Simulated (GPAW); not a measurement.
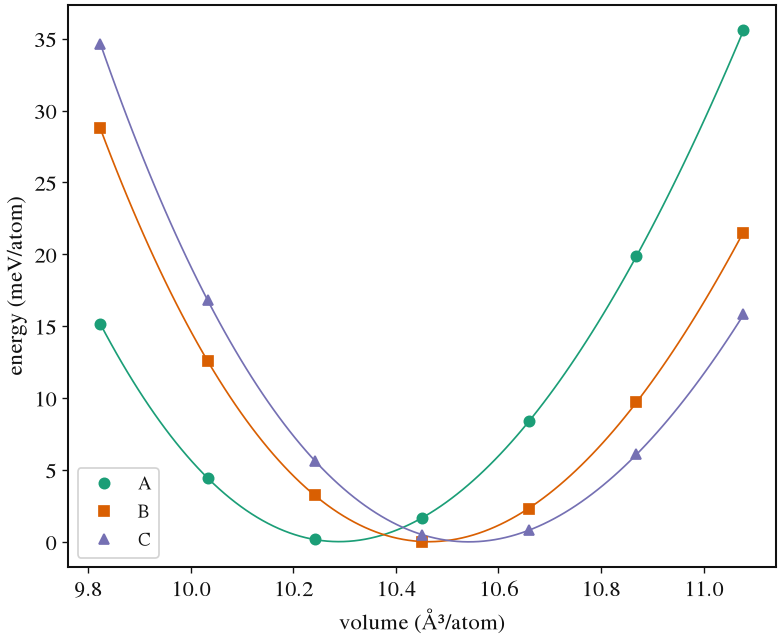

The picture above shows the energy against volume, with one curve for each functional, for AlN (space group P6_3mc). The labels are replaced by letters. In alphabetical order the cases are: LDA; PBEsol; r2SCAN.

Calculation (GPAW 26.7.0): PAW DFT in plane waves, on a grid or in atomic orbitals, no spin polarisation; energies at scaled volumes of the given cell, shape and fractions fixed, counted from the fit's minimum, third-order Birch-Murnaghan fit. All runs: no spin polarisation.

occupations Fermi–Dirac; smearing width 0.05 eV; wave cutoff 800 eV.

Which letter stands for which functional?

A: LDA; B: r2SCAN; C: PBEsol.

Note: the fit and the printed pressures don't fully agree, or the minimum lies near the end of the range (r2SCAN); shape and atomic fractions are frozen while scaling, which makes layered, chain and framework solids too stiff.
